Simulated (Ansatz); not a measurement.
# What a change does: geometry relaxation on ZnSe

System: ZnSe (2 atoms in the cell).
Method of the first run: DFT PBE, scalar-relativistic, plane waves, PAW, no spin polarisation (Ansatz 0.2.0).

The structure derives from an entry of the Crystallography Open Database. Text and figures count atoms from 1; the logs count them from 0 in places.

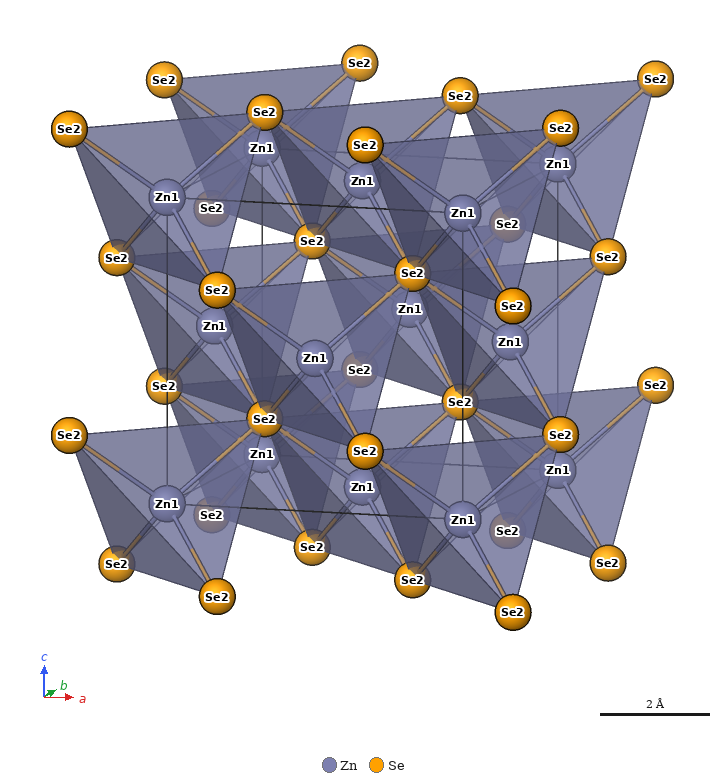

Fig. 1: The starting structure (polyhedral view of the cell 4 times as large as that of the calculation, set on its symmetry axes, seen slightly off an axis; polyhedra are completed across the faces of the cell; atoms are numbered from 1 in the order of the input).

Input file, the first run:
```yaml
crystal:
  lattice:
    - [0.0, 2.8659201405, 2.8659201405]
    - [2.8659201405, 0.0, 2.8659201405]
    - [2.8659201405, 2.8659201405, 0.0]
  atoms:
    - { symbol: Zn, position: [0.0, 0.0, 0.0] }
    - { symbol: Se, position: [0.75, 0.75, 0.75] }
basis:
  ecutwfc: 420
kpoints:
  mp_grid: { grid: [8, 8, 8] }
hamiltonian:
  xc: pbe
scf:
  occupations: { method: fixed }
output:
  forces: true
  stress: true
  eigenvalues: true
relax:
  adjacent_minimum: "off"
  f_tol: 0.001
  max_steps: 60
  cell: { stress_tol: 0.01 }
```

Launched with:
```bash
ansatz run input.yaml --threads 1 --pin off --max-ram 3072MiB --backend cpu --events-out ev --progress --plain --runs-dir out
```

Hardware: 1 thread of Intel Xeon (Granite Rapids), 32 GiB of memory available, shared host.

Output, shortened to warnings, some set-up lines, iterations and results (the first run):
```
Basis set: ecut = 420 eV, 941 PW (Γ), exchange–correlation on 60×60×60 points (8 copies of the dense FFT grid, shifted against one another)
Symmetry: 24 space group operations
k-points: 29 of 512 (time reversal used)
Initial density: superposition of atomic densities (neutral atoms: chi_scale 0, normalization atom), corrected by the library's trained network
[...]
SCF iter   1: F=—  HF=-8789.536572 eV  |F-HF|=—  |Δ(HF+E_count)|=         —  Δρ=7.96e-4  dr2=4.98e-4  ethr=1.77e-3  ⟨swp⟩=5.0  Hψ=2373  notcnv=0  defer=51
SCF iter   2: F=—  HF=-8789.536332 eV  |F-HF|=—  |Δ(HF+E_count)|=   2.41e-4  Δρ=3.98e-4  dr2=3.88e-5  ethr=1.78e-6  ⟨swp⟩=2.1  Hψ=1000  notcnv=0  defer=53
SCF iter   3: F=—  HF=-8789.536352 eV  |F-HF|=—  |Δ(HF+E_count)|=   2.05e-5  Δρ=1.83e-4  dr2=1.05e-5  ethr=1.39e-7  ⟨swp⟩=2.0  Hψ=765  notcnv=0  defer=33
SCF iter   4: F=—  HF=-8789.536355 eV  |F-HF|=—  |Δ(HF+E_count)|=   2.79e-6  Δρ=7.77e-5  dr2=1.27e-6  ethr=3.75e-8  ⟨swp⟩=2.0  Hψ=754  notcnv=0  defer=37
SCF iter   5: F=-8789.536360 eV  HF=-8789.536360 eV  |F-HF|=8.09e-8  |Δ(HF+E_count)|=   5.05e-6  Δρ=8.22e-6  dr2=2.50e-8  ethr=4.54e-9  ⟨swp⟩=2.0  Hψ=783  notcnv=0  defer=52
[... 12 lines ...]
SCF iter   4: F=—  HF=-8789.536356 eV  |F-HF|=—  |Δ(HF+E_count)|=  4.73e-11  Δρ=1.26e-7  dr2=1.22e-11  ethr=1.22e-13 (applied; sched 1.00e-12)  ⟨swp⟩=2.0  Hψ=928  notcnv=0  …
SCF iter   5: F=—  HF=-8789.536356 eV  |F-HF|=—  |Δ(HF+E_count)|=  1.82e-12  Δρ=3.89e-8  dr2=9.24e-13  ethr=4.36e-14 (applied; sched 1.00e-12)  ⟨swp⟩=3.0  Hψ=929  notcnv=0  …
SCF iter   6: F=-8789.536356 eV  HF=-8789.536356 eV  |F-HF|=1.82e-12  |Δ(HF+E_count)|=  1.82e-12  Δρ=1.19e-8  dr2=7.29e-14  ethr=1.00e-12  ⟨swp⟩=6.4  Hψ=2355  notcnv=0
SCF 3 converged in 6 iterations: F = -8789.536356 eV  dr2 = 7.29e-14
relax step   3: F+E_penalty+E_count = -8789.53635616 eV  Δ(F+E_penalty+E_count) = -3.711e-10 eV  max|allowed force component| = 4.684e-17 eV/Å  Δτ_max = 0.0000 Å  P = +0.007 …
basis re-selected at this cell: Δ(F+E_penalty+E_count) = -3.711e-10 eV, ΔP = +0.000 GPa vs the last step (what re-selecting the basis moved, of the pressure what is left beyond the Pulay correction that the steps carried, after the strain that the cell walked since its last selection, with what the …
SCF converged after 6 iterations
Free energy (F): -8789.536356 eV
Harris-Foulkes:  -8789.536356 eV  (|F-HF|=1.82e-12)
Internal energy: -8789.536356 eV  (E = F + TS)
E sigma→0 (E₀):  -8789.536356 eV
Fermi energy:    6.318053 eV
--- Per-component energies (eV) ---
  E_band       = -391.722836
  E_kinetic    = 249.337906
  E_local      = -4442.154203  (includes V_loc(G=0)·N_el)
  E_nonlocal   = 18.691654
  E_hartree    = 2055.475692
  E_xc         = -241.029291
  E_vxc        = -149.655235  (∫ρ·V_xc dr)
  E_paw        = -3739.770274  (= ΣΔE_a)
  E_vpaw       = -178.893412  (= ΣTr[D̂ρ^β])
  E_aug_tail   = -0.000934  (compensation charges beyond the density's cutoff)
  E_ewald      = -2690.086906
  E_smearing   = -0.000000  (= −TS)
  E_closure    = -0.000000  (closes the sum)
  Σ components = -8789.536356   (vs F -8789.536356, Δ=0.00e0)
--- Forces (eV/Å), atoms counted from 1 ---
  atom   1  Zn    -0.00000000     0.00000000     0.00000000
  atom   2  Se    -0.00000000    -0.00000000    -0.00000000
  max |Σ_I F_I| component: 6.36e-17 eV/Å
--- Stress (GPa, compression-positive) ---
        0.007296      -0.000000      -0.000000
       -0.000000       0.007296       0.000000
       -0.000000       0.000000       0.007296
  P = ⅓ Tr σ = 0.0073 GPa (0.073 kbar)
--- Relaxed structure (2 steps of the walk, 2 accepted, 1 SCFs on fresh bases) ---
  F+E_penalty+E_count = -8789.53635616 eV   max|allowed force component| = 4.684e-17 eV/Å   (the final SCF, on the basis selected at the relaxed cell)
  cell:  # Å, volume = 47.0974 Å³
    - [-1.85981079200689e-33, 2.8663043628345073, 2.8663043628345073]
    - [2.8663043628345073, 2.2419636944740594e-33, 2.8663043628345073]
    - [2.8663043628345073, 2.8663043628345073, 3.235561240888699e-33]
  atoms:
    - { symbol: Zn, position: [5.544090994253123e-34, -5.0400827220482935e-34, -4.816079045512814e-34] }
    - { symbol: Se, position: [0.7500000000000001, 0.7500000000000001, 0.7500000000000001] }
```

For the second run the input was changed thus:
```diff
-  mp_grid: { grid: [8, 8, 8] }
+  mp_grid: { grid: [8, 7, 9] }
+  max_iter: 75
```

What does this change do to the results?

The free energy of the second run is 0.02 meV per atom lower, which comes mainly from the change of mesh; a solver setting shouldn't move a converged energy. The number of SCF iterations is the same. The irreducible k-points go from 29 to 253. On the same kind of shared host the second run took about 4.9 times as long.

Output, shortened to warnings, some set-up lines, iterations and results (the second run):
```
Warning: crystal.symmetry: narrowed to the stabiliser of the k-point mesh — unitary ops 24 → 1; excluded 23 operations that carry a point of the 8×7×9 mesh (shift [0, 0, 0]) off the mesh (the run samples exactly the mesh kpoints.mp_grid names, as under crystal.symmetry.detect: false, and its converged state has the mesh's symmetry, not the crystal's; ε∞, the Born charges and the force constants …
Basis set: ecut = 420 eV, 941 PW (Γ), exchange–correlation on 60×60×60 points (8 copies of the dense FFT grid, shifted against one another)
Symmetry: 1 space group operations
k-points: 253 of 504 (time reversal used)
Initial density: superposition of atomic densities (neutral atoms: chi_scale 0, normalization atom), corrected by the library's trained network
[...]
SCF iter   1: F=—  HF=-8789.536598 eV  |F-HF|=—  |Δ(HF+E_count)|=         —  Δρ=8.01e-4  dr2=5.08e-4  ethr=1.77e-3  ⟨swp⟩=5.0  Hψ=20760  notcnv=0  defer=490
SCF iter   2: F=—  HF=-8789.536360 eV  |F-HF|=—  |Δ(HF+E_count)|=   2.38e-4  Δρ=4.18e-4  dr2=4.30e-5  ethr=1.81e-6  ⟨swp⟩=2.0  Hψ=8428  notcnv=0  defer=497
SCF iter   3: F=—  HF=-8789.536379 eV  |F-HF|=—  |Δ(HF+E_count)|=   1.87e-5  Δρ=1.85e-4  dr2=1.10e-5  ethr=1.54e-7  ⟨swp⟩=2.0  Hψ=6717  notcnv=0  defer=417
SCF iter   4: F=—  HF=-8789.536382 eV  |F-HF|=—  |Δ(HF+E_count)|=   3.08e-6  Δρ=7.82e-5  dr2=1.30e-6  ethr=3.95e-8  ⟨swp⟩=2.0  Hψ=6578  notcnv=0  defer=429
SCF iter   5: F=-8789.536387 eV  HF=-8789.536387 eV  |F-HF|=9.42e-8  |Δ(HF+E_count)|=   5.15e-6  Δρ=8.62e-6  dr2=2.41e-8  ethr=4.63e-9  ⟨swp⟩=2.0  Hψ=6831  notcnv=0  defer=483
[... 12 lines ...]
SCF iter   4: F=—  HF=-8789.536390 eV  |F-HF|=—  |Δ(HF+E_count)|=  6.55e-11  Δρ=7.82e-8  dr2=4.97e-12  ethr=5.68e-13 (applied; sched 1.00e-12)  ⟨swp⟩=2.0  Hψ=6524  notcnv=0  …
SCF iter   5: F=—  HF=-8789.536390 eV  |F-HF|=—  |Δ(HF+E_count)|=  1.82e-12  Δρ=4.85e-8  dr2=9.57e-13  ethr=1.77e-14 (applied; sched 1.00e-12)  ⟨swp⟩=2.0  Hψ=8068  notcnv=0  …
SCF iter   6: F=-8789.536390 eV  HF=-8789.536390 eV  |F-HF|=0.00e0  |Δ(HF+E_count)|=  1.82e-12  Δρ=1.01e-8  dr2=2.66e-14  ethr=1.00e-12  ⟨swp⟩=6.4  Hψ=20565  notcnv=0
SCF 3 converged in 6 iterations: F = -8789.536390 eV  dr2 = 2.66e-14
relax step   3: F+E_penalty+E_count = -8789.53639020 eV  Δ(F+E_penalty+E_count) = -6.703e-6 eV  max|allowed force component| = 3.178e-4 eV/Å  Δτ_max = 0.0000 Å  P = +0.007 …
basis re-selected at this cell: Δ(F+E_penalty+E_count) = -6.703e-6 eV, ΔP = -0.000 GPa vs the last step (what re-selecting the basis moved, of the pressure what is left beyond the Pulay correction that the steps carried, after the strain that the cell walked since its last selection, with what the …
SCF converged after 6 iterations
Free energy (F): -8789.536390 eV
Harris-Foulkes:  -8789.536390 eV  (|F-HF|=0.00e0)
Internal energy: -8789.536390 eV  (E = F + TS)
E sigma→0 (E₀):  -8789.536390 eV
Fermi energy:    6.318330 eV
--- Per-component energies (eV) ---
  E_band       = -391.722529
  E_kinetic    = 249.337418
  E_local      = -4442.139073  (includes V_loc(G=0)·N_el)
  E_nonlocal   = 18.691991
  E_hartree    = 2055.468504
  E_xc         = -241.029264
  E_vxc        = -149.655195  (∫ρ·V_xc dr)
  E_paw        = -3739.770374  (= ΣΔE_a)
  E_vpaw       = -178.893745  (= ΣTr[D̂ρ^β])
  E_aug_tail   = -0.000934  (compensation charges beyond the density's cutoff)
  E_ewald      = -2690.094657
  E_smearing   = -0.000000  (= −TS)
  E_closure    = -0.000000  (closes the sum)
  Σ components = -8789.536390   (vs F -8789.536390, Δ=0.00e0)
--- Forces (eV/Å), atoms counted from 1 ---
  atom   1  Zn     0.00010460     0.00031776     0.00003065
  atom   2  Se    -0.00010460    -0.00031775    -0.00003065
  max |Σ_I F_I| component: 2.82e-9 eV/Å
--- Stress (GPa, compression-positive) ---
        0.007782       0.000007       0.002042
        0.000007       0.005340       0.000536
        0.002042       0.000536       0.007868
  P = ⅓ Tr σ = 0.0070 GPa (0.070 kbar)
--- Relaxed structure (2 steps of the walk, 2 accepted, 1 SCFs on fresh bases) ---
  F+E_penalty+E_count = -8789.53639020 eV   max|allowed force component| = 3.178e-4 eV/Å   (the final SCF, on the basis selected at the relaxed cell)
  cell:  # Å, volume = 47.0970 Å³
    - [0.00014167976561107624, 2.866142970089672, 2.8664144788084633]
    - [2.8665508469716694, -8.624470933039961e-6, 2.8665647830450074]
    - [2.8663454872749328, 2.8660879146294795, 0.0001967352258033318]
  atoms:
    - { symbol: Zn, position: [-4.874229058318883e-6, 1.0722672521884783e-5, -1.0772013412526279e-5] }
    - { symbol: Se, position: [0.7500048742290584, 0.7499892773274781, 0.7500107720134127] }
```

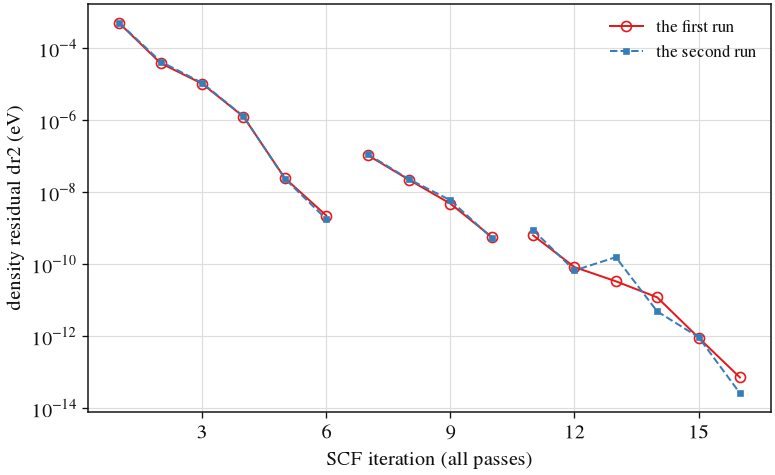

Fig. 2: Convergence of the two runs: density residual dr2 against the SCF iteration. A break in a curve parts two SCF passes. The first run takes 16 iterations in all, and the second run takes 16.

The two runs side by side:

```tsv
quantity	the first run	the second run
outcome	converged	converged
free energy per atom (eV)	−4394.7682	−4394.7682
gap on the mesh (eV)	1.15	1.15
pressure (GPa)	0.01	0.01
largest force (eV/Å)	0.000	0.000
SCF iterations	16	16
irreducible k-points	29	253
wall time (shared host)	5.6 s	27 s
```

For the second run: A setting was made wrong on purpose: a mesh that breaks the symmetry (`kpoints.mp_grid.grid`). It did no harm here: the run converged to the energy of the sound run within 1 meV per atom. Warnings: the k-point mesh lowers the symmetry that the run can use.
